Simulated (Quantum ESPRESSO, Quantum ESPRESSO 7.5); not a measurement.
## H on fcc sites of Pt(111): a series in the coverage

Wanted: a table for H on fcc sites of Pt(111) against the coverage, and what can be fitted to it.

Method: plane-wave DFT, PBE, GBRV ultrasoft pseudopotentials, in Quantum ESPRESSO 7.5.

### Step 1. The starting structure

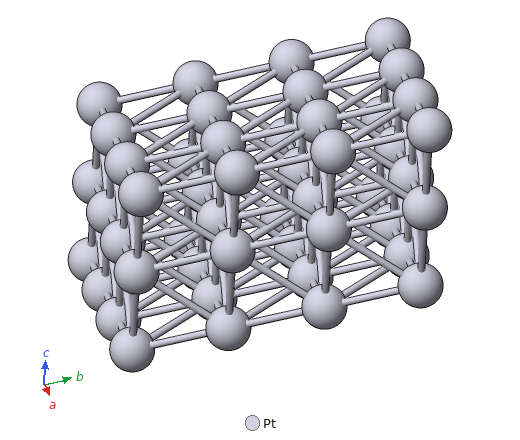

The starting structure, seen from the side, with the c axis up (platinum light grey). 3×3×2 cells are drawn. Some periodic images of atoms are drawn too.

Set-up: Slabs of 3 layers, covered on the upper face; adsorbates and the top layer relax in a periodic cell, the rest is held (the clean slab relaxes both outer layers); a run under open boundaries (ESM, bc1) gives both vacuum levels. Cells of one to 9 surface sites carry the coverages, on meshes of like density; cold smearing of 0.02 Ry. The slabs take the lattice constants of the bulk relaxed by the same program.

Members 0.1667, 0.25, 0.3333, 0.5 and 0.6667 took the same steps and show in the table alone.

### Step 2. Relaxing cell and ions of the reference

The bulk crystal is relaxed in cell and atoms; the members are built on its lattice constants.

File ref.vc.in:

```
&control
  prefix = 'ref.vc'
  outdir = './out'
  pseudo_dir = './pseudo'
  nstep = 40
  forc_conv_thr = 0.0003
  calculation = 'vc-relax'
/
&system
  ibrav = 0
  nat = 1
  ntyp = 1
  ecutwfc = 50
  ecutrho = 250
  occupations = 'smearing'
  smearing = 'mv'
  degauss = 0.02
/
&electrons
  conv_thr = 1e-09
  mixing_beta = 0.4
  electron_maxstep = 120
/
&ions
/
&cell
  press_conv_thr = 0.3
/
ATOMIC_SPECIES
  Pt  195.0840  pt_pbe_v1.4.uspp.F.UPF
CELL_PARAMETERS angstrom
  0.00000000000000 1.96000000000000 1.96000000000000
  1.96000000000000 0.00000000000000 1.96000000000000
  1.96000000000000 1.96000000000000 0.00000000000000
ATOMIC_POSITIONS crystal
  Pt  0.000000000000 0.000000000000 0.000000000000
K_POINTS automatic
  18 18 18 0 0 0
```

Launch:

```
OMP_NUM_THREADS=1 mpirun -n 16 pw.x -nk 16 -in ref.vc.in > ref.vc.out
```

Output:

```text
Program PWSCF v.7.5 starts
[citation notice left out]

     Parallel version (MPI & OpenMP), running on      16 processor cores
     Number of MPI processes:                16
     Threads/MPI process:                     1

     MPI processes distributed on     1 nodes
[...]
Current dimensions of program PWSCF are:
     Max number of different atomic species (ntypx) = 10
     Max number of k-points (npk) =  40000
     Max angular momentum in pseudopotentials (lmaxx) =  4
     Message from routine setup:
     using ibrav=0 with symmetry is DISCOURAGED, use correct ibrav instead

     K-points division:     npool     =      16
     Subspace diagonalization in iterative solution of the eigenvalue problem:
     a serial algorithm will be used

     G-vector sticks info
     --------------------
     sticks:   dense  smooth     PW     G-vecs:    dense   smooth      PW
     Sum         475     379    121                 6855     4909     941

     Using Slab Decomposition

     bravais-lattice index     =            0
     lattice parameter (alat)  =       5.2381  a.u.
     unit-cell volume          =     101.6237 (a.u.)^3
     number of atoms/cell      =            1
     number of atomic types    =            1
     number of electrons       =        16.00
     number of Kohn-Sham states=           12
     kinetic-energy cutoff     =      50.0000  Ry
     charge density cutoff     =     250.0000  Ry
     scf convergence threshold =      1.0E-09
     mixing beta               =       0.4000
     number of iterations used =            8  plain     mixing
     energy convergence thresh.=      1.0E-04
     force convergence thresh. =      3.0E-04
     press convergence thresh. =      3.0E-01
     Exchange-correlation=  SLA  PW   PBX  PBC
                           (   1   4   3   4   0   0   0)
     nstep                     =           40

     celldm(1)=   5.238054  celldm(2)=   0.000000  celldm(3)=   0.000000
     celldm(4)=   0.000000  celldm(5)=   0.000000  celldm(6)=   0.000000

     crystal axes: (cart. coord. in units of alat)
               a(1) = (   0.000000   0.707107   0.707107 )
               a(2) = (   0.707107   0.000000   0.707107 )
               a(3) = (   0.707107   0.707107   0.000000 )

     reciprocal axes: (cart. coord. in units 2 pi/alat)
               b(1) = ( -0.707107  0.707107  0.707107 )
               b(2) = (  0.707107 -0.707107  0.707107 )
               b(3) = (  0.707107  0.707107 -0.707107 )

     PseudoPot. # 1 for Pt read from file:
     ./pseudo/pt_pbe_v1.4.uspp.F.UPF
     Pseudo is Ultrasoft + core correction, Zval = 16.0
     Generated by new atomic code, or converted to UPF format
     Using radial grid of  985 points,  6 beta functions with:
                l(1) =   0
                l(2) =   0
                l(3) =   1
                l(4) =   1
                l(5) =   2
                l(6) =   2
     Q(r) pseudized with  8 coefficients,  rinner =    1.300   1.300   1.300
                                                       1.300   1.300

     atomic species   valence    mass     pseudopotential
     Pt               16.00   195.08400     Pt( 1.00)

     48 Sym. Ops., with inversion, found

   Cartesian axes

     site n.     atom                  positions (alat units)
         1        Pt     tau(   1) = (   0.0000000   0.0000000   0.0000000  )

     number of k points=   195  Marzari-Vanderbilt smearing, width (Ry)=  0.0200

     Number of k-points >= 100: set verbosity='high' to print them.

     Dense  grid:     6855 G-vectors     FFT dimensions: (  27,  27,  27)

     Smooth grid:     4909 G-vectors     FFT dimensions: (  24,  24,  24)

     Estimated max dynamical RAM per process >       9.81 MB

     Estimated total dynamical RAM >     131.87 MB

     Initial potential from superposition of free atoms

     starting charge      15.5000, renormalised to      16.0000

     negative rho (up, down):  1.911E-01 0.000E+00
     Starting wfcs are   12 randomized atomic wfcs

     total cpu time spent up to now is        0.5 secs

     per-process dynamical memory:    13.1 Mb

     Self-consistent Calculation

     iteration #  1     ecut=    50.00 Ry     beta= 0.40
     Davidson diagonalization with overlap
     ethr =  1.00E-02,  avg # of iterations =  4.5

     negative rho (up, down):  1.811E-01 0.000E+00

     total cpu time spent up to now is        0.6 secs

     total energy              =    -210.60362948 Ry
     estimated scf accuracy    <       0.72127364 Ry

     iteration #  2     ecut=    50.00 Ry     beta= 0.40
[...]
negative rho (up, down):  1.793E-01 0.000E+00

[...]
total energy              =    -210.69056060 Ry
     estimated scf accuracy    <       0.02212706 Ry

     iteration #  3     ecut=    50.00 Ry     beta= 0.40
[...]
negative rho (up, down):  1.786E-01 0.000E+00

[...]
total energy              =    -210.69495382 Ry
     estimated scf accuracy    <       0.00117434 Ry

     iteration #  4     ecut=    50.00 Ry     beta= 0.40
[...]
negative rho (up, down):  1.785E-01 0.000E+00

[...]
total energy              =    -210.69500286 Ry
     estimated scf accuracy    <       0.00039552 Ry

     iteration #  5     ecut=    50.00 Ry     beta= 0.40
[...]
negative rho (up, down):  1.785E-01 0.000E+00

[...]
total energy              =    -210.69509004 Ry
     estimated scf accuracy    <       0.00000087 Ry

     iteration #  6     ecut=    50.00 Ry     beta= 0.40
[...]
negative rho (up, down):  1.785E-01 0.000E+00

[...]
total energy              =    -210.69509062 Ry
     estimated scf accuracy    <       0.00000013 Ry

     iteration #  7     ecut=    50.00 Ry     beta= 0.40
[...]
negative rho (up, down):  1.785E-01 0.000E+00

[...]
total energy              =    -210.69509070 Ry
     estimated scf accuracy    <       0.00000002 Ry

     iteration #  8     ecut=    50.00 Ry     beta= 0.40
[...]
negative rho (up, down):  1.785E-01 0.000E+00

[...]
End of self-consistent calculation

     Number of k-points >= 100: set verbosity='high' to print the bands.

     the Fermi energy is    22.6278 ev

!    total energy              =    -210.69509073 Ry
     estimated scf accuracy    <          5.3E-11 Ry
     smearing contrib. (-TS)   =      -0.00048502 Ry
[...]
The total energy is F=E-TS. E is the sum of the following terms:
     one-electron contribution =     -23.57638333 Ry
     hartree contribution      =      25.64344746 Ry
     xc contribution           =     -56.88086290 Ry
     ewald contribution        =    -155.88174142 Ry

     convergence has been achieved in   6 iterations

     negative rho (up, down):  1.794E-01 0.000E+00

     Forces acting on atoms (cartesian axes, Ry/au):

     atom    1 type  1   force =     0.00000000    0.00000000    0.00000000

     Total force =     0.000000     Total SCF correction =     0.000000

     Computing stress (Cartesian axis) and pressure

     negative rho (up, down):  1.794E-01 0.000E+00
          total   stress  (Ry/bohr**3)                   (kbar)     P=      -34.31
  -0.00023321   0.00000000  -0.00000000          -34.31        0.00       -0.00
   0.00000000  -0.00023321   0.00000000            0.00      -34.31        0.00
  -0.00000000   0.00000000  -0.00023321           -0.00        0.00      -34.31

     Energy error            =      9.6E-04 Ry
     Gradient error          =      0.0E+00 Ry/Bohr
     Cell gradient error     =      3.4E+01 kbar

     number of scf cycles    =   2
     number of bfgs steps    =   1

     enthalpy           old  =    -210.6950907321 Ry
     enthalpy           new  =    -210.6960546893 Ry

     CASE: enthalpy          _new < enthalpy          _old

     new trust radius        =       0.0089622723 bohr
     new conv_thr            =            1.0E-11 Ry

     new unit-cell volume =    105.33899 a.u.^3 (    15.60963 Ang^3 )
     density =     20.75287 g/cm^3

CELL_PARAMETERS (angstrom)
   0.000000000   1.983600381   1.983600381
   1.983600381   0.000000000   1.983600381
   1.983600381   1.983600381   0.000000000

ATOMIC_POSITIONS (crystal)
Pt               0.0000000000        0.0000000000        0.0000000000

[...]
NEW-OLD atomic charge density approx. for the potential
     New effective cutoffs (rho, wfc):  243.74   48.81

     negative rho (up, down):  1.791E-01 0.000E+00

     total cpu time spent up to now is        2.4 secs

     per-process dynamical memory:    14.5 Mb

     Self-consistent Calculation

     iteration #  1     ecut=    50.00 Ry     beta= 0.40
     Davidson diagonalization with overlap
     ethr =  1.00E-06,  avg # of iterations =  3.1

     Threshold (ethr) on eigenvalues was too large:
     Diagonalizing with lowered threshold

     Davidson diagonalization with overlap
     ethr =  8.96E-08,  avg # of iterations =  1.0

     negative rho (up, down):  1.792E-01 0.000E+00

     total cpu time spent up to now is        2.7 secs

     total energy              =    -210.69622846 Ry
     estimated scf accuracy    <       0.00001411 Ry

[...]
iteration #  6     ecut=    50.00 Ry     beta= 0.40
[...]
negative rho (up, down):  1.792E-01 0.000E+00

[...]
End of self-consistent calculation

     Number of k-points >= 100: set verbosity='high' to print the bands.

     the Fermi energy is    21.5581 ev

!    total energy              =    -210.69623111 Ry
     estimated scf accuracy    <          5.0E-12 Ry
     smearing contrib. (-TS)   =      -0.00050585 Ry
     internal energy E=F+TS    =    -210.69572526 Ry

     The total energy is F=E-TS. E is the sum of the following terms:
     one-electron contribution =     -22.58128545 Ry
     hartree contribution      =      25.34128287 Ry
     xc contribution           =     -56.89486388 Ry
     ewald contribution        =    -156.56085879 Ry

     convergence has been achieved in   6 iterations

     negative rho (up, down):  1.792E-01 0.000E+00

     Forces acting on atoms (cartesian axes, Ry/au):

     atom    1 type  1   force =     0.00000000    0.00000000    0.00000000

     Total force =     0.000000     Total SCF correction =     0.000000

     Computing stress (Cartesian axis) and pressure

     negative rho (up, down):  1.792E-01 0.000E+00
          total   stress  (Ry/bohr**3)                   (kbar)     P=       -2.74
  -0.00001860   0.00000000   0.00000000           -2.74        0.00        0.00
   0.00000000  -0.00001860  -0.00000000            0.00       -2.74       -0.00
  -0.00000000  -0.00000000  -0.00001860           -0.00       -0.00       -2.74

     Energy error            =      1.8E-04 Ry
     Gradient error          =      0.0E+00 Ry/Bohr
     Cell gradient error     =      2.7E+00 kbar

     number of scf cycles    =   3
     number of bfgs steps    =   2

     enthalpy           old  =    -210.6960546893 Ry
     enthalpy           new  =    -210.6962311117 Ry

     CASE: enthalpy          _new < enthalpy          _old

     new trust radius        =       0.0007675679 bohr
     new conv_thr            =            1.0E-11 Ry

     new unit-cell volume =    105.22086 a.u.^3 (    15.59212 Ang^3 )
     density =     20.77617 g/cm^3

CELL_PARAMETERS (angstrom)
   0.000000000   1.982858650   1.982858650
   1.982858650   0.000000000   1.982858650
   1.982858650   1.982858650   0.000000000

ATOMIC_POSITIONS (crystal)
Pt               0.0000000000        0.0000000000        0.0000000000

[...]
NEW-OLD atomic charge density approx. for the potential
     New effective cutoffs (rho, wfc):  243.92   48.85

     negative rho (up, down):  1.792E-01 0.000E+00

     total cpu time spent up to now is        3.3 secs

     per-process dynamical memory:    14.5 Mb

[...]
!    total energy              =    -210.69623216 Ry
[...]
Total force =     0.000000     Total SCF correction =     0.000000
[...]
Self-consistent Calculation

     iteration #  1     ecut=    50.00 Ry     beta= 0.40
     Davidson diagonalization with overlap
     ethr =  1.00E-06,  avg # of iterations = 11.3

     negative rho (up, down):  1.818E-01 0.000E+00

     total cpu time spent up to now is        4.4 secs

     total energy              =    -210.59035626 Ry
     estimated scf accuracy    <       0.77193315 Ry

[...]
iteration #  9     ecut=    50.00 Ry     beta= 0.40
[...]
negative rho (up, down):  1.791E-01 0.000E+00

[...]
End of self-consistent calculation

     Number of k-points >= 100: set verbosity='high' to print the bands.

     the Fermi energy is    21.5909 ev

!    total energy              =    -210.69627106 Ry
     estimated scf accuracy    <          2.6E-12 Ry
     smearing contrib. (-TS)   =      -0.00050511 Ry
     internal energy E=F+TS    =    -210.69576595 Ry

     The total energy is F=E-TS. E is the sum of the following terms:
     one-electron contribution =     -22.49567598 Ry
     hartree contribution      =      25.31542767 Ry
     xc contribution           =     -56.89609389 Ry
     ewald contribution        =    -156.61942375 Ry

     convergence has been achieved in   9 iterations

     negative rho (up, down):  1.791E-01 0.000E+00

     Forces acting on atoms (cartesian axes, Ry/au):

     atom    1 type  1   force =     0.00000000    0.00000000    0.00000000

     Total force =     0.000000     Total SCF correction =     0.000000

     Computing stress (Cartesian axis) and pressure

     negative rho (up, down):  1.791E-01 0.000E+00
          total   stress  (Ry/bohr**3)                   (kbar)     P=        0.64
   0.00000435  -0.00000000  -0.00000000            0.64       -0.00       -0.00
  -0.00000000   0.00000435  -0.00000000           -0.00        0.64       -0.00
  -0.00000000  -0.00000000   0.00000435           -0.00       -0.00        0.64

[...]
=------------------------------------------------------------------------------=
   JOB DONE.
=------------------------------------------------------------------------------=
```

Run time: 6 s. Hardware: 16 MPI ranks of Arm Neoverse V2, shared host; peak memory 0.75 GiB; 95 s of CPU time.

The steps of the relaxation:

```tsv
step	energy less that of the first step (eV)	largest force (eV/Å)	volume (Å³)
1	0.0000	0.0000	15.06
2	-0.0131	0.0000	15.81
3	-0.0155	0.0000	15.61
4	-0.0155	0.0000	15.59
5	-0.0161	0.0000	15.59
```

```tsv
conventional cell, symmetrised	before	after	change
a (Å)	3.920	3.966	+1.2 %
b (Å)	3.920	3.966	+1.2 %
c (Å)	3.920	3.966	+1.2 %
volume (Å³/atom)	15.06	15.59	+3.5 %
```

Final coordinates:

```
CELL_PARAMETERS angstrom
0.00000 1.98286 1.98286
1.98286 0.00000 1.98286
1.98286 1.98286 0.00000
ATOMIC_POSITIONS crystal
Pt 0.00000 0.00000 0.00000
```

 The last row is no step: it is a fresh SCF in the final cell with a new plane-wave basis, -1 meV from the row before.

Numbers from this step:

* free energy: -2866.6688 eV
* Fermi energy: 21.59 eV

(Part 1 of 9 ends here.)

[Logs are printed without paths, hosts, clocks, repeated set-up lines and the standing remarks that a program may print on its own settings, such as how far it seeks lower states.]

[Hosts, paths, dates, database ids (printed as entryN), source tags and the programs' standing remarks are cut or masked in the printed files.]

[Maps of the electrostatic potential energy from Ansatz leave out the sawtooth potential of an applied field or a dipole correction, so their vacuum need not be flat; planar profiles and work functions include it.]
